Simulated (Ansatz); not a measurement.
**Run report: Hf2Si, geometry relaxation (part 2 of 2)**

Continued. System: Hf2Si (I4/mcm, 6 atoms in the cell). Method: DFT PBEsol, scalar-relativistic, plane waves, PAW, no spin polarisation (Ansatz 0.2.0); cutoff 420 eV, 10×10×10 k-mesh, Gaussian smearing of 0.1 eV. The structure derives from a Materials Project entry.

Geometry of the input (Å; fractional positions):
```
-3.2754  3.2754  2.5828
3.2754  -3.2754  2.5828
3.2754  3.2754  -2.5828
Hf 0.8435  0.6565  0.5000
Hf 0.3435  0.8435  0.1870
Hf 0.1565  0.3435  0.5000
Hf 0.6565  0.1565  0.8130
Si 0.7500  0.7500  0.0000
Si 0.2500  0.2500  0.0000
```

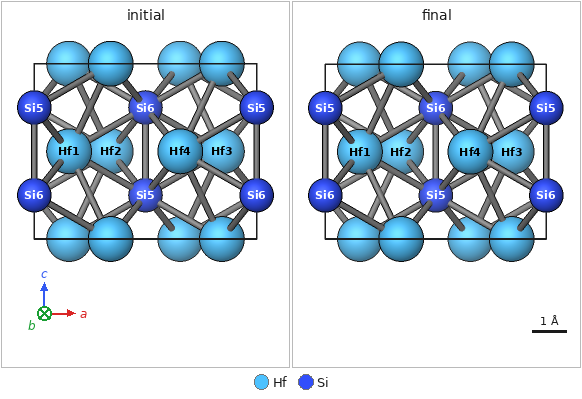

Fig. 1: Before (left) and after (right) the relaxation, at one scale (ball-and-stick view of the cell 2 times as large as that of the calculation, set on its symmetry axes, along the b axis). After 4 geometry steps the energy has fallen by 14.6 meV per cell of the calculation. The largest force component goes from 0.031 to under 0.0001 eV/Å. The pressure goes from −2.40 to 0.00 GPa. The line search rejected the trial step at point 1 (counted from 0) and went back. The atoms keep their places relative to the cell (all moves are under 0.005 Å). The volume changes by −1.6 %, with a = b 6.551 → 6.511 Å (−0.6 %), c 5.166 → 5.143 Å (−0.4 %). Among the contacts that change: Hf1–Hf3 3.110 → 3.092 Å, Hf1–Si5 2.790 → 2.773 Å, Si5–Si6 2.583 → 2.572 Å. The space group stays I4/mcm (No. 140). A last SCF at the same geometry on a re-selected plane-wave basis shifts the energy by +0.5 meV per cell of the calculation. (Atoms are counted from 1 in the order of the input.)

```
basis re-selected at this cell: Δ(F+E_penalty+E_count) = +4.681e-4 eV, ΔP = -0.001 GPa vs the last step (what re-selecting the basis moved, of the pressure what is left beyond the Pulay correction that the steps carried, after the strain that the cell walked since its last selection, with what the two solves' SCF thresholds leave and, on support functions, any second-order correction that the steps lacked; it is no measure of the basis error at this ecutwfc). This SCF's stress stands 1.78e-3 GPa from its target on what of the cell is left free (relax.cell.stress_tol is 5.00e-2 GPa) and its largest allowed force component is 1.12e-5 eV/Å (relax.f_tol is 5.00e-3 eV/Å): within both
SCF converged after 6 iterations
Free energy (F): -63639.872973 eV
Harris-Foulkes:  -63639.872973 eV  (|F-HF|=1.46e-11)
Internal energy: -63639.861400 eV  (E = F + TS)
E sigma→0 (E₀):  -63639.867187 eV
Entropy (-TS):   -0.011573 eV (-1.929 meV/atom)
Fermi energy:    18.551452 eV
--- Per-component energies (eV) ---
  E_band       = 165.895689
  E_kinetic    = 1784.696129
  E_local      = -21964.275360  (includes V_loc(G=0)·N_el)
  E_nonlocal   = -4902.797221
  E_hartree    = 10369.469540
  E_xc         = -1305.203292
  E_vxc        = -1164.184697  (∫ρ·V_xc dr)
  E_paw        = -28226.681261  (= ΣΔE_a)
  E_vpaw       = 5673.517779  (= ΣTr[D̂ρ^β])
  E_aug_tail   = 0.000006  (compensation charges beyond the density's cutoff)
  E_ewald      = -19400.137430
  E_core_change = 5.067488  (= ΣΔE_core)
  E_smearing   = -0.011573  (= −TS)
  E_closure    = -0.000000  (closes the sum)
  Σ components = -63639.872973   (vs F -63639.872973, Δ=0.00e0)
--- Forces (eV/Å), atoms counted from 1 ---
  atom   1  Hf    -0.00001120     0.00001120     0.00000000
  atom   2  Hf     0.00001120     0.00001120    -0.00000000
  atom   3  Hf     0.00001120    -0.00001120     0.00000000
  atom   4  Hf    -0.00001120    -0.00001120     0.00000000
  atom   5  Si    -0.00000000     0.00000000     0.00000000
  atom   6  Si    -0.00000000    -0.00000000     0.00000000
  max |Σ_I F_I| component: 1.94e-16 eV/Å
--- Stress (GPa, compression-positive) ---
       -0.001780       0.000000       0.000000
        0.000000      -0.001780      -0.000000
       -0.000000      -0.000000       0.001757
  P = ⅓ Tr σ = -0.0006 GPa (-0.006 kbar)
--- Band table (eV; the first three rows and the last of 102) ---
  k-point 0: bands = ["-42.7311", "-42.6938", "-42.6515", "-42.6515", "-11.6776", "-11.6659", "-11.5401", "-11.5401", "-11.5124", "-11.5124", "-11.4044", "-11.3744", "-11.3678", "-11.0457", "-11.0298", "-11.0298", "7.2485", "7.2994", "7.3018", "7.3033", "7.3042", "7.3130", "7.3130", "7.3153", "7.3184", "7.3184", "7.3217", "7.3217", "7.3271", "7.3276", "7.3304", "7.3379", "7.3379", "7.3385", "7.3385", "7.3429", "7.3442", "7.3464", "7.3464", "7.3549", "7.3723", "7.3723", "7.3760", "7.3760", "7.9054", "12.4908", "14.5603", "14.9176", "15.3121", "15.3121", "17.1707", "17.1707", "17.2559", "17.2559", "17.5356", "17.6571", "20.6180", "20.6286", "20.6393", "21.1210", "21.1210", "21.2017", "21.2017", "22.0402", "22.8997", "23.9083", "24.3742", "24.5156"]
  k-point 1: bands = ["-42.7299", "-42.6936", "-42.6530", "-42.6515", "-11.6729", "-11.6719", "-11.5398", "-11.5333", "-11.5260", "-11.5126", "-11.4001", "-11.3786", "-11.3429", "-11.0493", "-11.0445", "-11.0301", "7.2547", "7.2999", "7.3018", "7.3027", "7.3045", "7.3115", "7.3130", "7.3141", "7.3200", "7.3203", "7.3208", "7.3217", "7.3270", "7.3277", "7.3294", "7.3373", "7.3380", "7.3403", "7.3405", "7.3428", "7.3441", "7.3457", "7.3457", "7.3551", "7.3710", "7.3723", "7.3749", "7.3762", "7.9695", "12.5336", "14.4264", "14.4294", "15.4554", "15.7391", "17.0567", "17.1031", "17.1862", "17.2669", "17.5735", "17.7083", "20.2235", "20.6257", "20.6831", "20.8712", "20.9996", "21.2280", "21.8124", "22.3037", "23.1383", "23.8351", "24.3607", "24.5093"]
  k-point 2: bands = ["-42.7266", "-42.6926", "-42.6572", "-42.6515", "-11.6846", "-11.6537", "-11.5722", "-11.5369", "-11.5131", "-11.4982", "-11.4036", "-11.3767", "-11.2921", "-11.0838", "-11.0602", "-11.0309", "7.2680", "7.2981", "7.3015", "7.3052", "7.3058", "7.3059", "7.3117", "7.3164", "7.3186", "7.3220", "7.3228", "7.3245", "7.3269", "7.3274", "7.3286", "7.3356", "7.3367", "7.3421", "7.3441", "7.3441", "7.3442", "7.3443", "7.3457", "7.3551", "7.3673", "7.3716", "7.3722", "7.3766", "8.1531", "12.6523", "13.7817", "14.1891", "15.7114", "16.0080", "16.9148", "17.0739", "17.2389", "17.2684", "17.5272", "17.6683", "19.9600", "20.4766", "20.5538", "20.6866", "20.8010", "21.5246", "22.6724", "22.7443", "23.4850", "23.6960", "24.1603", "24.4715"]
  k-point 101: bands = ["-42.6909", "-42.6799", "-42.6799", "-42.6774", "-11.7599", "-11.6813", "-11.6257", "-11.4543", "-11.4543", "-11.4117", "-11.3748", "-11.3036", "-11.1797", "-11.1797", "-11.1495", "-11.1495", "7.2891", "7.3008", "7.3062", "7.3062", "7.3067", "7.3067", "7.3114", "7.3128", "7.3231", "7.3268", "7.3290", "7.3290", "7.3332", "7.3332", "7.3379", "7.3384", "7.3415", "7.3415", "7.3430", "7.3439", "7.3439", "7.3461", "7.3474", "7.3525", "7.3525", "7.3540", "7.3600", "7.3655", "9.4477", "12.8525", "13.4956", "13.4956", "13.6596", "16.1571", "16.5044", "16.5044", "17.6501", "18.1013", "18.5760", "18.8762", "18.9243", "18.9243", "19.8865", "19.9838", "20.3011", "20.3011", "23.1793", "23.1962", "23.6480", "23.6480", "23.7213", "23.7213"]
--- Relaxed structure (5 steps of the walk, 4 accepted, 1 SCFs on fresh bases) ---
  F+E_penalty+E_count = -63639.87297280 eV   max|allowed force component| = 1.120e-5 eV/Å   (the final SCF, on the basis selected at the relaxed cell)
  cell:  # Å, volume = 109.0068 Å³
    - [-3.255325937907196, 3.255325937907196, 2.571607632628341]
    - [3.255325937907196, -3.255325937907196, 2.571607632628341]
    - [3.255325937907196, 3.255325937907196, -2.571607632628341]
  atoms:
    - { symbol: Hf, position: [0.843252848352049, 0.656747151647951, 0.5] }
    - { symbol: Hf, position: [0.34325284835204906, 0.843252848352049, 0.186505696704098] }
    - { symbol: Hf, position: [0.15674715164795097, 0.343252848352049, 0.5] }
    - { symbol: Hf, position: [0.6567471516479512, 0.15674715164795106, 0.813494303295902] }
    - { symbol: Si, position: [0.7500000000000001, 0.7500000000000001, 3.8618824726632574e-20] }
    - { symbol: Si, position: [0.25, 0.25, 3.861882472663257e-20] }
```

Trajectory as extended XYZ (Å, eV, eV/Å), 6 frames, from step=1 to step=6:
```
6
Lattice="-3.2754 3.2754 2.5828 3.2754 -3.2754 2.5828 3.2754 3.2754 -2.5828" Properties=species:S:1:pos:R:3:forces:R:3 step=1 energy=-63639.85881 pressure_GPa=-2.40
Hf    1.0251    2.2503    2.5828    0.0310  -0.0310   0.0000
Hf    2.2503   -1.0251    2.5828   -0.0310  -0.0310   0.0000
Hf    2.2503    1.0251    0.0000   -0.0310   0.0310   0.0000
Hf    1.0251    4.3004    0.0000    0.0310   0.0310   0.0000
Si    0.0000    0.0000    3.8742    0.0000   0.0000   0.0000
Si    0.0000    0.0000    1.2914    0.0000   0.0000   0.0000
6
Lattice="-3.2178 3.2178 2.5549 3.2178 -3.2178 2.5549 3.2178 3.2178 -2.5549" Properties=species:S:1:pos:R:3:forces:R:3 step=2 energy=-63639.82770 pressure_GPa=4.65 accepted=F
Hf    1.0065    2.2113    2.5549    0.0318  -0.0318   0.0000
Hf    2.2113   -1.0065    2.5549   -0.0318  -0.0318   0.0000
Hf    2.2113    1.0065    0.0000   -0.0318   0.0318   0.0000
Hf    1.0065    4.2243    0.0000    0.0318   0.0318   0.0000
Si    0.0000    0.0000    3.8323    0.0000   0.0000   0.0000
Si    0.0000    0.0000    1.2774    0.0000   0.0000   0.0000
6
Lattice="-3.2561 3.2561 2.5722 3.2561 -3.2561 2.5722 3.2561 3.2561 -2.5722" Properties=species:S:1:pos:R:3:forces:R:3 step=3 energy=-63639.87335 pressure_GPa=-0.10
Hf    1.0217    2.2344    2.5722   -0.0145   0.0145   0.0000
Hf    2.2344   -1.0217    2.5722    0.0145   0.0145   0.0000
Hf    2.2344    1.0217    0.0000    0.0145  -0.0145   0.0000
Hf    1.0217    4.2778    0.0000   -0.0145  -0.0145   0.0000
Si    0.0000    0.0000    3.8583    0.0000   0.0000   0.0000
Si    0.0000    0.0000    1.2861    0.0000   0.0000   0.0000
6
Lattice="-3.2552 3.2552 2.5714 3.2552 -3.2552 2.5714 3.2552 3.2552 -2.5714" Properties=species:S:1:pos:R:3:forces:R:3 step=4 energy=-63639.87342 pressure_GPa=0.02
Hf    1.0199    2.2353    2.5714    0.0102  -0.0102   0.0000
Hf    2.2353   -1.0199    2.5714   -0.0102  -0.0102   0.0000
Hf    2.2353    1.0199    0.0000   -0.0102   0.0102   0.0000
Hf    1.0199    4.2751    0.0000    0.0102   0.0102   0.0000
Si    0.0000    0.0000    3.8571    0.0000   0.0000   0.0000
Si    0.0000    0.0000    1.2857    0.0000   0.0000   0.0000
6
Lattice="-3.2553 3.2553 2.5716 3.2553 -3.2553 2.5716 3.2553 3.2553 -2.5716" Properties=species:S:1:pos:R:3:forces:R:3 step=5 energy=-63639.87344 pressure_GPa=0.00
Hf    1.0205    2.2348    2.5716   -0.0001   0.0001   0.0000
Hf    2.2348   -1.0205    2.5716    0.0001   0.0001   0.0000
Hf    2.2348    1.0205    0.0000    0.0001  -0.0001   0.0000
Hf    1.0205    4.2759    0.0000   -0.0001  -0.0001   0.0000
Si    0.0000    0.0000    3.8574    0.0000   0.0000   0.0000
Si    0.0000    0.0000    1.2858    0.0000   0.0000   0.0000
6
Lattice="-3.2553 3.2553 2.5716 3.2553 -3.2553 2.5716 3.2553 3.2553 -2.5716" Properties=species:S:1:pos:R:3:forces:R:3 step=6 energy=-63639.87297 pressure_GPa=-0.00
Hf    1.0205    2.2348    2.5716    0.0000   0.0000   0.0000
Hf    2.2348   -1.0205    2.5716    0.0000   0.0000   0.0000
Hf    2.2348    1.0205    0.0000    0.0000   0.0000   0.0000
Hf    1.0205    4.2759    0.0000    0.0000   0.0000   0.0000
Si    0.0000    0.0000    3.8574    0.0000   0.0000   0.0000
Si    0.0000    0.0000    1.2858    0.0000   0.0000   0.0000
```

Summary:

```csv
quantity,value
outcome,converged
space group (tolerance 0.01 Å),I4/mcm (140)
electrons treated,112
free energy,−63639.8730 eV
Fermi energy,18.551 eV
gap on the k-point mesh,none (metallic)
pressure,0.00 GPa
final volume,109.01 Å³
largest force (length of the vector) at the end,under 0.001 eV/Å
final cell,"a = 5.273 Å, b = 5.273 Å, c = 5.273 Å, α = 103.76°, β = 103.76°, γ = 121.63°"
hardware,"2 threads of AMD EPYC (Zen 3), 189 GiB of memory available, shared host"
wall time,5 min (CPU time 9.6 min)
peak memory,0.84 GiB
```

Notes:

Spin–orbit coupling is left out, which matters for Hf.
